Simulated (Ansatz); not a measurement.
# Conductance of Al (PBEsol) and In (LDA) atomic chains as one bond is drawn from contact into tunnelling

A break junction or a tunnelling tip near a surface works in the range where a metallic contact turns into a gap, and there a small displacement changes the current strongly. I want a rule for how fast this happens when a single bond opens in an otherwise perfect chain. The calculated quantity is the zero-bias conductance through that bond, set against the perfect chain of the same metal at the same level. The junctions are hypothetical models, and the atoms beside the gap stay where the perfect chain had them, whereas in a real junction they would shift as the bond is pulled. The two metals also differ in functional, so a comparison between them carries that difference as well.

## How the numbers were made

Linear chains of Al (PBEsol), In (LDA). The period of each perfect chain was relaxed first; a cell of 12 or 13 atoms then had one bond changed by a set amount with all other bonds held at the relaxed length, and nothing was relaxed again. Plane-wave density functional theory with Ansatz 0.2.0, PAW datasets, scalar-relativistic unless a column says otherwise. The chain runs along z in a box of 7.5 x 7.5 angstrom across, with one k point across; along the chain the number of k points times the cell length is 81 to 146 angstrom. Fermi-Dirac occupations of width 0.05 eV. The functional is named with each chain. Wave cutoff 420 eV (LDA), 420 eV (PBEsol). Transmission by matching layers to semi-infinite perfect chains at zero bias, energy step 0.035 eV. Al (PBEsol): relaxed bond 2.407 angstrom, perfect chain 2.00 G0, no spin polarisation (starting moments died in the relaxation); In (LDA): relaxed bond 2.683 angstrom, perfect chain 3.00 G0, no spin polarisation (starting moments died in the relaxation).

- bond stretch (Å): lengthening of the one bond over the relaxed bond of the perfect chain.
- bond length (Å): length of the drawn bond.
- error estimate (%): largest term of the program's own error estimate for this conductance.
- conductance (G₀): zero-bias conductance through the drawn bond at 300 K, both spins, G0 = 2e^2/h.
- share of perfect: conductance over that of the perfect chain at the same level.

## Numbers

| member | chain | bond stretch (Å) | bond length (Å) | error estimate (%) | conductance (G₀) | share of perfect |
| --- | --- | --- | --- | --- | --- | --- |
| stretch −0.2 | Al (PBEsol) | −0.2 | 2.21 | 0 | 1.971 | 0.9856 |
| stretch 0.3 | Al (PBEsol) | 0.3 | 2.71 | 0 | 1.927 | 0.9636 |
| stretch 0.7 | Al (PBEsol) | 0.7 | 3.11 | 0 | 1.575 | 0.7874 |
| stretch 1.2 | Al (PBEsol) | 1.2 | 3.61 | 3 | ? | ? |
| stretch 1.8 | Al (PBEsol) | 1.8 | 4.21 | 8 | 0.1048 | 0.05242 |
| stretch 2.5 | Al (PBEsol) | 2.5 | 4.91 | 11 | 0.01180 | 0.00590 |
| stretch 3.3 | Al (PBEsol) | 3.3 | 5.71 | 11 | 0.00132 | 6.62×10⁻⁴ |
| stretch 4.2 | Al (PBEsol) | 4.2 | 6.61 | 12 | 1.21×10⁻⁴ | 6.03×10⁻⁵ |
| stretch −0.2 | In (LDA) | −0.2 | 2.48 | 0 | 2.946 | 0.9820 |
| stretch 0.3 | In (LDA) | 0.3 | 2.98 | 0 | 2.853 | 0.9511 |
| stretch 0.7 | In (LDA) | 0.7 | 3.38 | 1 | 2.231 | 0.7438 |
| stretch 1.2 | In (LDA) | 1.2 | 3.88 | 3 | 1.228 | 0.4095 |
| stretch 1.8 | In (LDA) | 1.8 | 4.48 | 5 | 0.4506 | 0.1502 |
| stretch 2.5 | In (LDA) | 2.5 | 5.18 | 6 | 0.1193 | 0.03977 |
| stretch 3.3 | In (LDA) | 3.3 | 5.98 | 6 | 0.02423 | 0.00808 |
| stretch 4.2 | In (LDA) | 4.2 | 6.88 | 8 | 0.00390 | 0.00130 |

Cells marked ? are withheld until the estimate has been made.

## Reading the trend

Near the relaxed bond the conductance hardly reacts. A stretch of 0.3 Å leaves 0.9636 of the perfect value in Al and 0.9511 in In, and a compression of 0.2 Å also costs a little in both. A simple chain model explains this: if the altered bond has a hopping r times that of the others, a channel at the band centre transmits 4r²/(1 + r²)², which is stationary at r = 1 and falls on either side.

Once r is small, the transmission follows r² and the fall becomes nearly exponential. Between stretches of 3.3 and 4.2 Å the decay constant is ln(0.00132 / 0.000121) / 0.9 = 2.66 per Å for Al and ln(0.02423 / 0.00390) / 0.9 = 2.03 per Å for In. Al keeps the larger share of its perfect conductance at 0.7 Å, but the smaller share in every row shown from 1.8 Å on.

With the vacuum formula β = 1.025 √φ (β per Å, φ in eV), these constants correspond to apparent barriers of (2.66 / 1.025)² = 6.7 eV for Al and (2.03 / 1.025)² = 3.9 eV for In. The In figure is of the usual size of a metal work function, roughly 4 eV; the Al figure is clearly above it. I suspect the numerics first, because the exchange-correlation potential was flagged as rough in the thin-density region of all the Al junctions and of none of the In ones.

A physical contribution is also possible. If the two channels of the Al chain are a π pair, their waves have a node on the chain axis, and the extra transverse energy makes them decay faster in the gap. A third channel of σ character in In would lack that node and would carry the current further. The columns give only the total conductance, so this assignment remains a conjecture.

## Prediction

Plain estimates from the members shown:

- stretch 1.2 (Al (PBEsol)), straight-line interpolation between stretch 0.7 and stretch 1.8: w = (1.2 − 0.7) / (1.8 − 0.7) = 0.455, so 1.575 + 0.455 × (0.1048 − 1.575) = 0.9067 G₀
- stretch 1.2 (Al (PBEsol)), from its own In (LDA) value plus the mean shift Al (PBEsol) − In (LDA) over the other 7 members (−0.4339, standard deviation 0.39): 1.228 − 0.4339 = 0.7941 G₀

The straight line in conductance ignores the bend between contact and tunnelling; for In at the same stretch it gives 2.231 + 0.455 × (0.4506 − 2.231) = 1.42 G₀ against 1.228. The mean shift from In mixes chains with different numbers of channels. I therefore interpolate the logarithm of the hopping ratio, a = −ln r, which the chain model gives as a = ln((1 + √(1 − s)) / √s), with s the share of perfect and all channels treated alike.

For Al this gives, at stretches of 0.3, 0.7, 1.8 and 2.5 Å in turn:

ln((1 + √(1 − 0.9636)) / √0.9636) = 0.193; ln((1 + √(1 − 0.7874)) / √0.7874) = 0.499; ln((1 + √(1 − 0.05242)) / √0.05242) = 2.154; ln((1 + √(1 − 0.00590)) / √0.00590) = 3.258.

The successive slopes per Å are (0.499 − 0.193) / 0.4 = 0.765, (2.154 − 0.499) / 1.1 = 1.505 and (3.258 − 2.154) / 0.7 = 1.577. The straight line in a gives 0.499 + 0.5 × 1.505 = 1.251 at 1.2 Å.

The slopes rise, so the curve should lie below that line. The parabola through the first three points has curvature coefficient (1.505 − 0.765) / 1.5 = 0.493, and the one through the last three has (1.577 − 1.505) / 1.8 = 0.040. Their mean, 0.267, lowers a by 0.5 × 0.6 × 0.267 = 0.080, to 1.251 − 0.080 = 1.171. Then s = 4 / (exp(1.171) + exp(−1.171))² = 0.320, and 2.00 × 0.320 = 0.64 G₀.

The same steps for In return 1.23 G₀, in agreement with its row. Al bends more sharply, however. Its two parabolas taken singly give a = 1.251 − 0.3 × 0.493 = 1.103 and a = 1.251 − 0.3 × 0.040 = 1.239, hence 2.00 × 4 / (exp(1.103) + exp(−1.103))² = 0.715 G₀ and 2.00 × 4 / (exp(1.239) + exp(−1.239))² = 0.571 G₀. Half their distance, 0.07 G₀, is my standard deviation.

**Committed estimate, stretch 1.2 (Al (PBEsol)): conductance = 0.64 ± 0.07 G₀.**

## Check

| member | chain | bond stretch (Å) | bond length (Å) | error estimate (%) | conductance (G₀) | share of perfect |
| --- | --- | --- | --- | --- | --- | --- |
| stretch 1.2 | Al (PBEsol) | 1.2 | 3.61 | 3 | 0.7342 | 0.3671 |

| member | estimate | conductance (G₀) | computed | estimate − computed | miss in error bars |
| --- | --- | --- | --- | --- | --- |
| stretch 1.2 (Al (PBEsol)) | committed | 0.6400 | 0.7342 | −0.09420 | 1.3 |
| stretch 1.2 (Al (PBEsol)) | interpolation | 0.9067 | 0.7342 | +0.1725 |  |
| stretch 1.2 (Al (PBEsol)) | shift from In (LDA) | 0.7941 | 0.7342 | +0.05994 |  |

conductance (G₀) against bond stretch (Å):

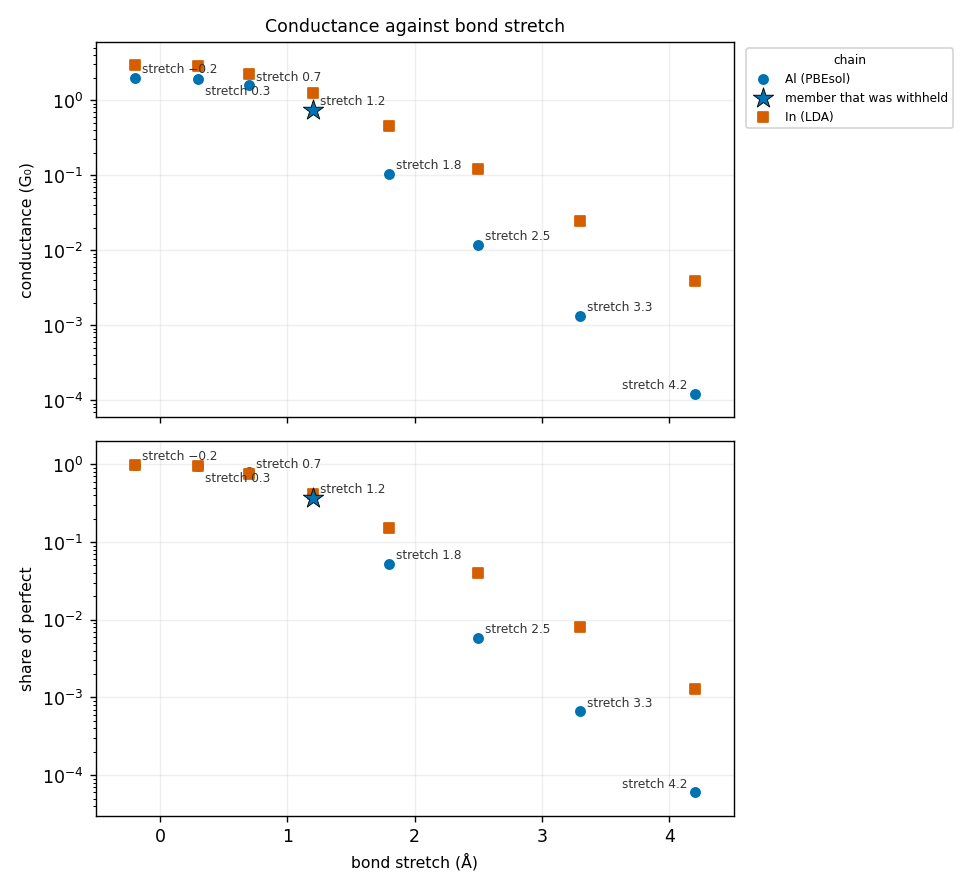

The computed 0.7342 G₀ lies above my 0.64 ± 0.07, a miss of 1.3 error bars. My estimate was nearer than the straight line in conductance but farther off than the shift from In. That shift varies by 0.39 G₀ from row to row, so its miss of 0.06 G₀ says little for the method.

The sign of my correction was right and its size too small. The computed share corresponds to a = ln((1 + √(1 − 0.3671)) / √0.3671) = 1.086, where the straight line in a gave 1.251 and my curved version 1.171. I had taken the slope of a to rise steadily towards its tunnelling value. With the new row it goes from (1.086 − 0.499) / 0.5 = 1.17 per Å (0.7 to 1.2 Å) to (2.154 − 1.086) / 0.6 = 1.78 (1.2 to 1.8 Å) and back to 1.58 (1.8 to 2.5 Å). Averaging the two parabolas smoothed away this maximum, and the result lies above what either of them gave, so half their distance was too narrow an error bar. The trial on In could not warn me, because the In slopes do rise steadily. The change from contact to tunnelling stands, but a hopping with one fixed decay length does not describe Al.

## Outliers

No single row stands apart; the odd feature is the steep part of the Al line just beyond contact. From 1.2 Å outwards the decay constants per Å between neighbouring rows are:

- Al: ln(0.7342 / 0.1048) / 0.6 = 3.24, ln(0.1048 / 0.01180) / 0.7 = 3.12, ln(0.01180 / 0.00132) / 0.8 = 2.74, and then 2.66
- In: ln(1.228 / 0.4506) / 0.6 = 1.67, ln(0.4506 / 0.1193) / 0.7 = 1.90, ln(0.1193 / 0.02423) / 0.8 = 1.99, and then 2.03

 The first Al value would need a barrier of (3.24 / 1.025)² = 10 eV, far above any metal's work function.

In In the decay constant rises with the gap. The chain model explains most of this, because near contact the transmission is still levelling off towards its maximum; a barrier that grows as the gap opens would add to it. Al goes the other way. Channels of π character could do this: their node on the axis adds transverse energy, which shrinks as the wave spreads in a wider gap. The box limits that spread. The longest transverse wave with a node that fits into it has the energy (ħ²/2m)(2π/L)², in numbers 3.81 × (6.283 / 7.5)² = 2.67 eV. Taken off the apparent barrier at the widest gaps, this leaves 6.7 − 2.67 = 4.0 eV, an ordinary work function. If the channels are a π pair, the Al decay constant therefore depends partly on the width of the box. I had put the rough exchange-correlation potential first as the cause of the fast Al decay. I now give it less weight, since the excess is largest at the shorter gaps, where the density is less thin. It may still affect the wide ones.

The rows at the longest stretches deserve the least trust in both chains, because an open shell was flagged there. A moment on the dangling ends would split the levels near the Fermi energy and could change the conductance by more than the error estimates, which reach 12 % in Al and 8 % in In.

## Rules of thumb and their limits

Up to a stretch of 0.3 Å both chains keep at least 95 % of their perfect conductance. Between 3.3 and 4.2 Å one decade of current takes 2.303 / 2.66 = 0.87 Å in Al (PBEsol) and 2.303 / 2.03 = 1.13 Å in In (LDA), a difference that includes the change of functional.

Interpolating the logarithm of the hopping ratio reproduced the In row at 1.2 Å to better than 1 % but missed the Al row by 13 %. A new member between 0.7 and 1.8 Å should therefore carry an error of at least that size.

Two omitted effects matter at a given stretch, though neither should rival the fall of more than four decades in Al. End atoms that each draw back by a rough 0.1 Å would lower the Al conductance in the tunnelling range by a factor of exp(−2.66 × 0.2) = 0.59. The missing image potential acts the other way, since it would lower the barrier and raise the current.

[On method and selection: Spin-orbit coupling is left out. Runs that did not converge, have known faults or may not be shown are not listed, and runs on Ansatz's PAW sets soft_1 and soft_2 are kept to separate tables. Runs whose transmission exceeds the number of channels of the lead are not listed.]
